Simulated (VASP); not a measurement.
# MgO: O into a neighbouring O vacancy

Aim: the barrier for one hop in MgO: O into a neighbouring O vacancy. The start is a computed cell from the Materials Project.

Program: VASP 6.6.1. Level of theory: PBEsol; plane waves and PAW (Mg, O). Results are calculated unless marked as measured.

## (1) The host crystal

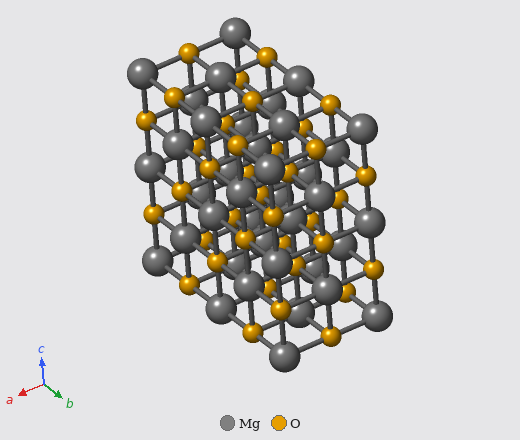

The starting structure, seen from a free direction (magnesium grey, oxygen orange). 1×2×2 cells are drawn. This picture shows the conventional cell, with its axes. Some periodic images of atoms are drawn too.

## (2) Relax the host

The later steps need the crystal at this functional's own lattice; a raised cutoff keeps the stress reliable while the cell changes.

File INCAR:

```
SYSTEM = MgO
PREC = Accurate
ENCUT = 520
EDIFF = 1E-06
NELM = 120
ISMEAR = 0
SIGMA = 0.1
LREAL = .FALSE.
ALGO = Normal
GGA = PS
NBANDS = 10
LORBIT = 11
LWAVE = .FALSE.
LCHARG = .FALSE.
KPAR = 6
LASPH = .TRUE.
IBRION = 2
NSW = 40
ISIF = 3
EDIFFG = -0.02
POTIM = 0.4
```

File POSCAR:

```
MgO
1.0
    0.0000000000      2.0970013927      2.0970013927
    2.0970013927      0.0000000000      2.0970013927
    2.0970013927      2.0970013927      0.0000000000
Mg O
1 1
Direct
    0.0000000000      0.0000000000      0.0000000000
    0.5000000000      0.5000000000      0.5000000000
```

File KPOINTS:

```
Automatic mesh
0
Gamma
8 8 8
0 0 0
```

The projector-augmented-wave data sets are Mg and O (PBE family, release 64).

Command:

```sh
$ mpirun -np 6 vasp_std
```

The log of the run:

```text
[banner, memory and clock lines left out]
running    6 mpi-ranks, on    1 nodes
 distrk:  each k-point on    1 cores,    6 groups
 distr:  one band on    1 cores,    1 groups

 POSCAR found type information on POSCAR MgO
 POSCAR found :  2 types and       2 ions
|                                                                             |
|           W    W    AA    RRRRR   N    N  II  N    N   GGGG   !!!           |
|           W    W   A  A   R    R  NN   N  II  NN   N  G    G  !!!           |
|           W    W  A    A  R    R  N N  N  II  N N  N  G       !!!           |
|           W WW W  AAAAAA  RRRRR   N  N N  II  N  N N  G  GGG   !            |
|           WW  WW  A    A  R   R   N   NN  II  N   NN  G    G                |
|           W    W  A    A  R    R  N    N  II  N    N   GGGG   !!!           |
|                                                                             |
|     For optimal performance we recommend to set                             |
|       NCORE = 2 up to number-of-cores-per-socket                            |
|     NCORE specifies how many cores store one orbital (NPAR=cpu/NCORE).      |
|     This setting can greatly improve the performance of VASP for DFT.       |
|     The default, NCORE=1 might be grossly inefficient on modern             |
|     multi-core architectures or massively parallel machines. Do your        |
|     Unfortunately you need to use the default for GW and RPA                |
|     calculations (for HF NCORE is supported but not extensively tested      |
|     yet).                                                                   |
|                                                                             |

|                                                                             |
|               ----> ADVICE to this user running VASP <----                  |
|                                                                             |
|     You enforced a specific xc type in the INCAR file but a different       |
|     [... a line on the potential file left out ...]
|     I HOPE YOU KNOW WHAT YOU ARE DOING!                                     |
|                                                                             |

 LDA part: xc-table for (Slater+PW92), standard interpolation
 POSCAR, INCAR and KPOINTS ok, starting setup
 FFT: planning ... GRIDC
 FFT: planning ... GRID_SOFT
 FFT: planning ... GRID
 WAVECAR not read
 entering main loop
       N       E                     dE             d eps       ncg     rms          rms(c)
DAV:   1     0.137387680625E+02    0.13739E+02   -0.46713E+03   684   0.715E+02
DAV:   2    -0.133179492420E+02   -0.27057E+02   -0.26421E+02   640   0.140E+02
DAV:   3    -0.138985338115E+02   -0.58058E+00   -0.58031E+00   688   0.190E+01
DAV:   4    -0.138998730063E+02   -0.13392E-02   -0.13392E-02   644   0.102E+00
DAV:   5    -0.138998772131E+02   -0.42068E-05   -0.42068E-05   660   0.575E-02    0.668E+00
DAV:   6    -0.125475743843E+02    0.13523E+01   -0.77973E+00   584   0.165E+01    0.218E+00
DAV:   7    -0.125244079959E+02    0.23166E-01   -0.42038E-02   618   0.209E+00    0.129E+00
DAV:   8    -0.125112113988E+02    0.13197E-01   -0.21418E-02   586   0.183E+00    0.189E-01
DAV:   9    -0.125110416712E+02    0.16973E-03   -0.19247E-04   652   0.109E-01    0.130E-01
DAV:  10    -0.125109878521E+02    0.53819E-04   -0.33865E-04   624   0.150E-01    0.552E-03
DAV:  11    -0.125109888212E+02   -0.96903E-06   -0.38731E-06   610   0.152E-02
   1 F= -.12510989E+02 E0= -.12510989E+02  d E =-.125110E+02
 curvature:   0.00 expect dE= 0.000E+00 dE for cont linesearch  0.000E+00
 trial: gam= 0.00000 g(F)=  0.600E-62 g(S)=  0.260E-02 ort = 0.000E+00 (trialstep = 0.100E+01)
 search vector abs. value=  0.260E-02
 bond charge predicted
       N       E                     dE             d eps       ncg     rms          rms(c)
DAV:   1    -0.125202997888E+02   -0.93119E-02   -0.16036E-01   598   0.342E+00    0.679E-01
DAV:   2    -0.125122720260E+02    0.80278E-02   -0.51967E-02   604   0.142E+00    0.670E-02
DAV:   3    -0.125122087721E+02    0.63254E-04   -0.55485E-04   598   0.232E-01    0.384E-02
DAV:   4    -0.125121699509E+02    0.38821E-04   -0.43519E-05   616   0.582E-02    0.118E-02
DAV:   5    -0.125121676600E+02    0.22909E-05   -0.73286E-06   572   0.177E-02    0.245E-03
DAV:   6    -0.125121677167E+02   -0.56699E-07   -0.13676E-07   304   0.257E-03
   2 F= -.12512168E+02 E0= -.12512168E+02  d E =-.117890E-02
 trial-energy change:   -0.001179  1 .order   -0.001183   -0.002601    0.000234
 step:   0.9166(harm=  0.9174)  dis= 0.00000  next Energy=   -12.512177 (dE=-0.119E-02)
 reached required accuracy - stopping structural energy minimisation
```

The job ended after 2.6 s (6 MPI ranks of AMD EPYC 9R45, shared host; peak memory 0.68 GiB; 12 s of CPU time).

The logs omit lines about the potential files and the build; timing stands in the text.

OUTCAR, selected parts (step 2):

```text
ion  position               nearest neighbor table
   1  0.000  0.000  0.000-   2 2.10   2 2.10   2 2.10   2 2.10   2 2.10   2 2.10
   2  0.500  0.500  0.500-   1 2.10   1 2.10   1 2.10   1 2.10   1 2.10   1 2.10

  LATTYP: Found a face centered cubic cell.
 ALAT       =     4.1940027854

 Subroutine GETGRP returns: Found 48 space group operations
 (whereof 48 operations were pure point group operations)

The static configuration has the point symmetry O_h .

 Found     29 irreducible k-points:

   k-points           NKPTS =     29   k-points in BZ     NKDIM =     29   number of bands    NBANDS=     10

   dimension x,y,z NGX =    24 NGY =   24 NGZ =   24
   dimension x,y,z NGXF=    48 NGYF=   48 NGZF=   48

   ENCUT  =  520.0 eV  38.22 Ry    6.18 a.u.   5.51  5.51  5.51*2*pi/ulx,y,z

   NELECT =       8.0000    total number of electrons

 k-points in reciprocal lattice and weights: Automatic mesh
   0.00000000  0.00000000  0.00000000       0.002
   0.12500000  0.00000000  0.00000000       0.016
   0.25000000  0.00000000  0.00000000       0.016
   0.37500000  0.00000000  0.00000000       0.016
   0.50000000  0.00000000  0.00000000       0.008
   0.12500000  0.12500000  0.00000000       0.012
   0.25000000  0.12500000  0.00000000       0.047
   0.37500000  0.12500000  0.00000000       0.047
   0.50000000  0.12500000  0.00000000       0.047
[...]
-0.37500000  0.50000000  0.12500000       0.023
  -0.25000000  0.50000000  0.25000000       0.012

 average (electrostatic) potential at core
       1 -34.6632       2 -69.5590

 E-fermi :   3.5556

 k-point     1 :       0.0000    0.0000    0.0000
  band No.  band energies     occupation
      1     -14.1372      2.00000
      2       3.0721      2.00000
      3       3.0721      2.00000
      4       3.0721      2.00000
      5       7.7126      0.00000
      6      18.7076      0.00000
      7      18.7076      0.00000
      8      18.7076      0.00000
      9      22.5519      0.00000
    ...

 k-point     2 :       0.1250    0.0000    0.0000
  band No.  band energies     occupation
      1     -13.9703      2.00000
      2       2.1014      2.00000
      3       2.9672      2.00000
      4       2.9672      2.00000
      5       8.6335      0.00000
      6      17.0158      0.00000
      7      19.0694      0.00000
      8      19.0694      0.00000
      9      23.4735      0.00000
    ...

 k-point     3 :       0.2500    0.0000    0.0000
  band No.  band energies     occupation
      1     -13.5366      2.00000
      2       0.3748      2.00000
      3       2.7256      2.00000
      4       2.7256      2.00000
      5      10.0665      0.00000
      6      15.4892      0.00000
      7      19.5783      0.00000
      8      19.5783      0.00000
      9      23.0736      0.00000
    ...

  Total       -0.0190939     -0.0190939     -0.0190939      0.0000000      0.0000000      0.0000000
  in kB       -1.6385493     -1.6385493     -1.6385493      0.0000000      0.0000000      0.0000000
  external PRESSURE =      -1.6385493 kB  Pullay stress =       0.0000000 kB

  energy-cutoff  :      520.00
  volume of cell :       18.67
      direct lattice vectors                 reciprocal lattice vectors
    -0.000000000  2.105579143  2.105579143    -0.237464358  0.237464358  0.237464358
     2.105579143 -0.000000000  2.105579143     0.237464358 -0.237464358  0.237464358
     2.105579143  2.105579143  0.000000000     0.237464358  0.237464358 -0.237464358

 POSITION                                       TOTAL-FORCE (eV/Angst)
 -----------------------------------------------------------------------------------
      0.00000      0.00000      0.00000         0.000000      0.000000      0.000000
      2.10558      2.10558      2.10558        -0.000000     -0.000000     -0.000000
 -----------------------------------------------------------------------------------
    total drift:                               -0.000000     -0.000000      0.000000

  FREE ENERGIE OF THE ION-ELECTRON SYSTEM (eV)
  ---------------------------------------------------
  free  energy   TOTEN  =       -12.5121677167 eV

  energy  without entropy=      -12.5121677167  energy(sigma->0) =      -12.51216772

 reached required accuracy - stopping structural energy minimisation

 total charge
# of ion       s       p       d       tot
------------------------------------------
    1        0.150   0.181   0.080   0.412
    2        1.538   3.541   0.000   5.079
--------------------------------------------------
tot          1.688   3.723   0.080   5.490

[... 3 further parts left out ...]
```

The gap is read on the k-mesh alone, so it is an upper bound where the band edges lie off the mesh. The PAW data sets were made with PBE, which is usual practice but a small mismatch for other functionals. The run keeps the 48 symmetry operations of its start, so it cannot find a distortion of lower symmetry.

The steps of the relaxation:

```csv
step,energy less that of the first step (eV),largest force (eV/Å),pressure (GPa),volume (Å³)
1,0.0000,0.0000,1.84,18.44
2,-0.0012,0.0000,-0.16,18.67
```

```csv
"conventional cell, symmetrised",before,after,change
a (Å),4.194,4.211,+0.4 %
b (Å),4.194,4.211,+0.4 %
c (Å),4.194,4.211,+0.4 %
volume (Å³/atom),9.22,9.34,+1.2 %
```

Final coordinates:

```xyz
2
Lattice="0.0000 2.1056 2.1056 2.1056 0.0000 2.1056 2.1056 2.1056 0.0000" Properties=species:S:1:pos:R:3 pbc="T T T"
Mg    0.0000    0.0000    0.0000
O     2.1056    2.1056    2.1056
```

This step gave:

```yaml
electronic_cycles: 17
electrons: 8
free_energy_toten: -12.51 eV
fermi_energy: 3.556 eV
metallic: no
gap_on_the_k_mesh: 4.641 eV
least_direct_gap_on_the_k_mesh: 4.641 eV
```

The run ended after 2 ionic steps, 0.001 eV below its first step, once forces and stress met EDIFFG = -0.02.

## (3) Relax the start

System of this step: Mg27O26. The cell holds 53 atoms: 27 Mg and 26 O. Cell: a = 8.933 Å, b = 8.933 Å, c = 8.933 Å, α = 60.0°, β = 60.0°, γ = 60.0°. It derives from MgO. Nearest the centre at fractional (0.167, 0.167, 0.333): Mg11 at 1.44 Å, O28 at 1.47 Å, Mg5 at 1.48 Å, O36 at 2.54 Å, O34 at 2.56 Å, Mg14 at 2.56 Å, Mg3 at 2.57 Å, Mg2 at 2.57 Å. The cell carries charge +2.

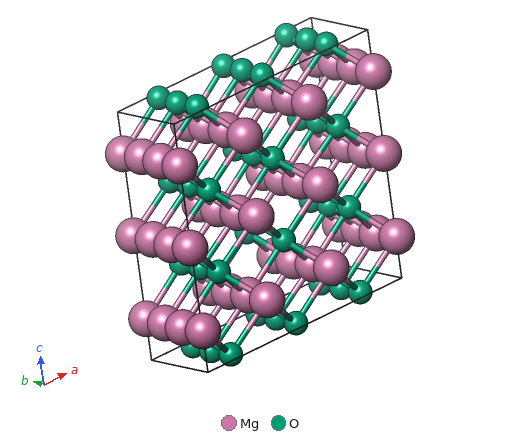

The cell of this step (magnesium pink, oxygen teal). Some periodic images of atoms are drawn too.

A path needs two true minima; the start is relaxed with symmetry off.

This cell carries charge +2, set by NELECT and balanced by a uniform background.

File INCAR:

```
SYSTEM = Mg27O26
PREC = Normal
ENCUT = 400
EDIFF = 1E-05
NELM = 120
ISMEAR = 0
SIGMA = 0.05
LREAL = Auto
ALGO = Fast
GGA = PS
NELECT = 208
NBANDS = 144
LORBIT = 11
LWAVE = .FALSE.
LCHARG = .FALSE.
KPAR = 6
LASPH = .TRUE.
IBRION = 2
NSW = 60
ISIF = 2
EDIFFG = -0.05
POTIM = 0.4
MAXMIX = 40
ISYM = 0
```

File POSCAR:

```
Mg27O26
1.0
    0.0000000000      6.3167374278      6.3167374278
    6.3167374278      0.0000000000      6.3167374278
    6.3167374278      6.3167374278      0.0000000000
Mg O
27 26
Direct
    0.0012767208     -0.0002304938      0.0013246795
    0.0042029413     -0.0027896340      0.3319969220
    0.0023471670     -0.0011928610      0.6661594309
    0.0004448542      0.3346194771     -0.0003548640
    0.0001447343      0.3316621170      0.3326727950
   -0.0013481340      0.3337554932      0.6681405685
    0.0008435659      0.6658488805     -0.0016578857
    0.0040786736      0.6657754750      0.3333519135
    0.0010248600      0.6650884448      0.6596608291
    0.3346839599     -0.0006625437     -0.0006741919
    0.3276223716      0.0045153919      0.3355234243
    0.3321729158      0.0032598030      0.6698746697
    0.3318031066      0.3353937855     -0.0036878948
    0.3301361246      0.3343673156      0.3326445105
    0.3317961823      0.3345593427      0.6652125532
    0.3324370028      0.6659599809      0.0010090034
    0.3343121094      0.6667037577      0.3351761623
    0.3349931181      0.6634192268      0.6673234331
    0.6650258183      0.0045362266     -0.0017526358
    0.6642246071      0.0014481937      0.3318216148
    0.6654579746     -0.0019011035      0.6687390684
    0.6679967963      0.3305253850     -0.0006982068
    0.6648860427      0.3298935809      0.3375187416
    0.6677316659      0.3313263072      0.6694791343
    0.6695423679      0.6645934257     -0.0004939532
    0.6623560284      0.6662855847      0.3365509526
    0.6673624475      0.6684257096      0.6645593087
    0.1618862794      0.1676629389      0.4996168064
    0.1653301106      0.1659760897      0.8368221556
    0.1681152415      0.5000344830      0.1666288630
    0.1655354104      0.5008310116      0.5019433389
    0.1651844721      0.4943555591      0.8381582117
    0.1646819498      0.8308051225      0.1687558682
    0.1664740834      0.8362565820      0.4981305030
    0.1698543707      0.8340047215      0.8322642965
    0.4956101241      0.1662619199      0.1682838418
    0.4959579747      0.1685285636      0.5036896529
    0.5008176275      0.1685470847      0.8319096608
    0.4988368072      0.4989006966      0.1678733933
    0.4986740855      0.5034342480      0.4980524945
    0.4912694602      0.5009219860      0.8372364253
    0.5014724282      0.8286917854      0.1732613708
    0.5015814226      0.8290900252      0.5002833658
    0.5010921937      0.8339255600      0.8311389330
    0.8341354118      0.1653056501      0.1667444184
    0.8326596393      0.1643312134      0.4996610629
    0.8298136752      0.1667260120      0.8332946157
    0.8308572955      0.5023053737      0.1689743131
    0.8314954719      0.5011142747      0.5005053476
    0.8312720958      0.4983906821      0.8362887534
    0.8294074831      0.8339154354      0.1687230868
    0.8367167729      0.8351022378      0.4953800190
    0.8320633540      0.8278345514      0.8351101435
```

File KPOINTS:

```
Automatic mesh
0
Gamma
2 2 2
0 0 0
```

Command:

```sh
$ mpirun -np 6 vasp_std
```

The log of the run:

```text
[banner, memory and clock lines left out]
running    6 mpi-ranks, on    1 nodes
 distrk:  each k-point on    1 cores,    6 groups
 distr:  one band on    1 cores,    1 groups

 POSCAR found type information on POSCAR MgO
 POSCAR found :  2 types and      53 ions
 [... a notice as in an earlier step ...]

 [... a notice as in an earlier step ...]

 LDA part: xc-table for (Slater+PW92), standard interpolation
 POSCAR, INCAR and KPOINTS ok, starting setup
 FFT: planning ... GRIDC
 FFT: planning ... GRID_SOFT
 FFT: planning ... GRID
 WAVECAR not read
 entering main loop
       N       E                     dE             d eps       ncg     rms          rms(c)
DAV:   1     0.936427563155E+03    0.93643E+03   -0.87644E+04  2368   0.107E+03
DAV:   2    -0.294808947418E+03   -0.12312E+04   -0.11945E+04  2800   0.263E+02
DAV:   3    -0.371666097605E+03   -0.76857E+02   -0.76432E+02  2840   0.689E+01
DAV:   4    -0.372352965014E+03   -0.68687E+00   -0.68564E+00  2768   0.715E+00
DAV:   5    -0.372361049473E+03   -0.80845E-02   -0.80787E-02  2784   0.707E-01BRMIX: very serious problems
 the old and the new charge density differ
 old charge density:   210.00000 new  208.00000
BRMIX: very serious problems
 the old and the new charge density differ
 old charge density:   210.00000 new  208.00000
BRMIX: very serious problems
 the old and the new charge density differ
 old charge density:   210.00000 new  208.00000
BRMIX: very serious problems
 the old and the new charge density differ
 old charge density:   210.00000 new  208.00000
BRMIX: very serious problems
 the old and the new charge density differ
 old charge density:   210.00000 new  208.00000
BRMIX: very serious problems
 the old and the new charge density differ
 old charge density:   210.00000 new  208.00000
    0.333E+01
RMM:   6    -0.335727959419E+03    0.36633E+02   -0.13121E+02  2304   0.245E+01    0.109E+01
RMM:   7    -0.335167867304E+03    0.56009E+00   -0.79258E+00  2304   0.553E+00    0.732E+00
RMM:   8    -0.334666126550E+03    0.50174E+00   -0.16865E+00  2304   0.405E+00    0.117E+00
RMM:   9    -0.334635715421E+03    0.30411E-01   -0.12618E-01  2304   0.875E-01    0.738E-01
RMM:  10    -0.334618556093E+03    0.17159E-01   -0.12509E-01  2304   0.724E-01    0.319E-01
RMM:  11    -0.334619024115E+03   -0.46802E-03   -0.97132E-03  2304   0.222E-01    0.118E-01
RMM:  12    -0.334619523963E+03   -0.49985E-03   -0.22394E-03  2304   0.110E-01    0.698E-02
RMM:  13    -0.334619662209E+03   -0.13825E-03   -0.95089E-04  2304   0.607E-02    0.550E-02
RMM:  14    -0.334619706983E+03   -0.44774E-04   -0.16190E-04  2284   0.277E-02    0.382E-02
RMM:  15    -0.334619661845E+03    0.45138E-04   -0.35116E-05  1779   0.132E-02    0.172E-02
RMM:  16    -0.334619651901E+03    0.99442E-05   -0.14981E-05  1564   0.717E-03
   1 F= -.33461965E+03 E0= -.33461462E+03  d E =-.334620E+03
 curvature:   0.00 expect dE= 0.000E+00 dE for cont linesearch  0.000E+00
 trial: gam= 0.00000 g(F)=  0.292E+01 g(S)=  0.000E+00 ort = 0.000E+00 (trialstep = 0.100E+01)
 search vector abs. value=  0.292E+01
 bond charge predicted
       N       E                     dE             d eps       ncg     rms          rms(c)
DAV:   1    -0.336454788439E+03   -0.18351E+01   -0.14934E+02  2360   0.355E+01    0.181E+00
RMM:   2    -0.336696425152E+03   -0.24164E+00   -0.36641E+00  2304   0.521E+00    0.121E+00
RMM:   3    -0.336659117340E+03    0.37308E-01   -0.19869E-01  2304   0.136E+00    0.849E-01
RMM:   4    -0.336655328692E+03    0.37886E-02   -0.81162E-02  2304   0.711E-01    0.387E-01
RMM:   5    -0.336651059376E+03    0.42693E-02   -0.16010E-02  2304   0.281E-01    0.171E-01
RMM:   6    -0.336651205154E+03   -0.14578E-03   -0.67135E-03  2304   0.186E-01    0.956E-02
RMM:   7    -0.336651182081E+03    0.23073E-04   -0.69045E-04  2304   0.659E-02    0.865E-02
RMM:   8    -0.336651050500E+03    0.13158E-03   -0.56686E-04  2304   0.527E-02    0.268E-02
RMM:   9    -0.336651031964E+03    0.18536E-04   -0.86811E-05  2101   0.203E-02    0.208E-02
RMM:  10    -0.336651013243E+03    0.18721E-04   -0.95739E-06  1468   0.667E-03    0.165E-02
RMM:  11    -0.336650993632E+03    0.19611E-04   -0.10470E-05  1469   0.566E-03    0.121E-02
RMM:  12    -0.336650986309E+03    0.73220E-05   -0.39372E-06  1363   0.345E-03
   2 F= -.33665099E+03 E0= -.33665099E+03  d E =-.203133E+01
[...]
3 F= -.33677554E+03 E0= -.33677554E+03  d E =-.215589E+01
[...]
4 F= -.33677948E+03 E0= -.33677948E+03  d E =-.215983E+01
[...]
5 F= -.33705234E+03 E0= -.33705234E+03  d E =-.272863E+00
[...]
6 F= -.33707252E+03 E0= -.33707252E+03  d E =-.293041E+00
[...]
7 F= -.33708695E+03 E0= -.33708695E+03  d E =-.144303E-01
[...]
8 F= -.33708851E+03 E0= -.33708851E+03  d E =-.159839E-01
 curvature:  -0.87 expect dE=-0.206E-02 dE for cont linesearch -0.141E-06
 trial: gam= 0.12339 g(F)=  0.237E-02 g(S)=  0.000E+00 ort =-0.573E-04 (trialstep = 0.124E+01)
 search vector abs. value=  0.266E-02
 bond charge predicted
       N       E                     dE             d eps       ncg     rms          rms(c)
DAV:   1    -0.337090091150E+03   -0.15883E-02   -0.43083E-01  2536   0.195E+00    0.953E-02
RMM:   2    -0.337091276280E+03   -0.11851E-02   -0.10711E-02  2304   0.281E-01    0.137E-01
RMM:   3    -0.337091065123E+03    0.21116E-03   -0.57294E-04  2304   0.705E-02    0.119E-01
RMM:   4    -0.337090806561E+03    0.25856E-03   -0.80511E-04  2304   0.602E-02    0.598E-02
RMM:   5    -0.337090758432E+03    0.48129E-04   -0.24389E-04  2304   0.346E-02    0.256E-02
RMM:   6    -0.337090755135E+03    0.32966E-05   -0.42342E-05  1972   0.157E-02
   9 F= -.33709076E+03 E0= -.33709076E+03  d E =-.224832E-02
 trial-energy change:   -0.002248  1 .order   -0.002234   -0.002930   -0.001538
 step:   2.6120(harm=  2.6120)  dis= 0.00445  next Energy=  -337.091590 (dE=-0.308E-02)
 reached required accuracy - stopping structural energy minimisation
```

Wall time 6.4 min (6 MPI ranks); peak memory 3.2 GiB.

[end of part 1 of 5]

[Lines on the potential files, build, host, timing and source positions are cut from VASP's logs without a mark.]

[Logs are printed without paths, hosts, clocks, repeated set-up lines and the standing remarks that a program may print on its own settings, such as how far it seeks lower states.]

[Hosts, paths, dates, database ids (printed as entryN), source tags and the programs' standing remarks are cut or masked in the printed files.]

[Runs that stopped without an error message from VASP are left out.]
